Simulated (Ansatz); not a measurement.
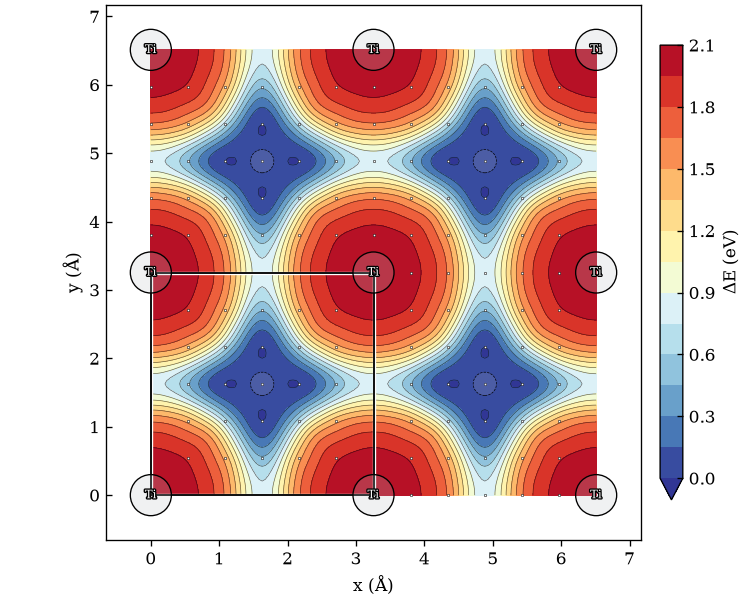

O on a Ti(100) slab cut from the Im-3m phase, its upper half relaxed before the scan (16 atoms of substrate and one adsorbate in a 2 × 2 cell). O is moved over the surface cell; relaxed at each place: the height of the adsorbate's atoms; substrate rigid; the origin of the map has the adsorbate above Ti13. Places are given modulo a cell vector. The map is drawn in real space over the plane of the surface. Grid: 6 × 6 points; 10 points were computed and 26 follow by symmetry. Places are given in fractions of the 1 × 1 surface cell. Energies: eV, counted from the lowest grid point. The runs have no spin polarisation; a magnetic state may lie lower. The calculation used DFT PBE, scalar-relativistic, plane waves, PAW in Ansatz. Settings: cutoff 420 eV, k-mesh 4×4×1, gaussian smearing 0.1 eV, no spin polarisation.

In the figure: filled contours, dots at the grid points, labelled circles for the atoms of the top layer and small ones for the second layer, the outline of one cell of the 2 × 2 shown. Between grid points the surface is interpolated.

The lowest grid point is at (2/6, 3/6) of the cell vectors [nearest 3 Ti at 2.03 Å]. The highest grid point, the top site over a surface Ti atom, (0/6, 0/6) of the cell vectors, lies 2.06 eV above the lowest. At the lowest point the adsorbate has 3 Ti at 2.03 Å as nearest neighbours, at the highest 1 Ti at 1.68 Å. Its relaxed height above the top atom is 0.48 Å at the lowest and 1.68 Å at the highest point.

O is replaced by C; all else is set up alike. 

**What does this change do to the map?**

The minimum (interpolated where it lies between grid points) moves from (2/6, 3/6) of the cell vectors [nearest 3 Ti at 2.03 Å] to a fourfold hollow over a second-layer Ti atom, (3/6, 3/6) of the cell vectors. The span from the lowest to the highest grid point grows from 2.06 to 4.76 eV. In the new map: at the lowest point the adsorbate has 1 Ti at 1.96 Å as nearest neighbours, at the highest 1 Ti at 1.82 Å. Its relaxed height above the top atom is 0.45 Å at the lowest and 1.82 Å at the highest point.

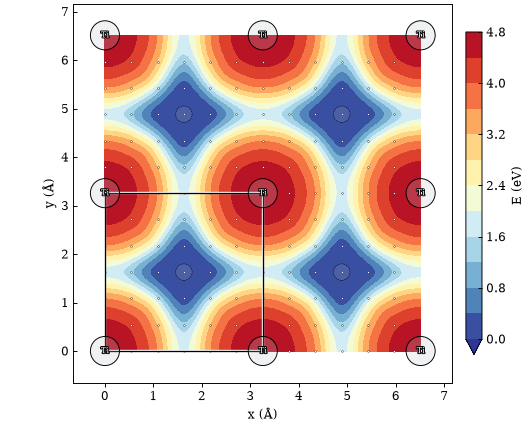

The map after the change, on a colour scale of its own. In the figure: filled contours, dots at the grid points, labelled circles for the atoms of the top layer and small ones for the second layer, the outline of one cell of the 2 × 2 shown. Between grid points the surface is interpolated.

PAW datasets: the set soft_1.
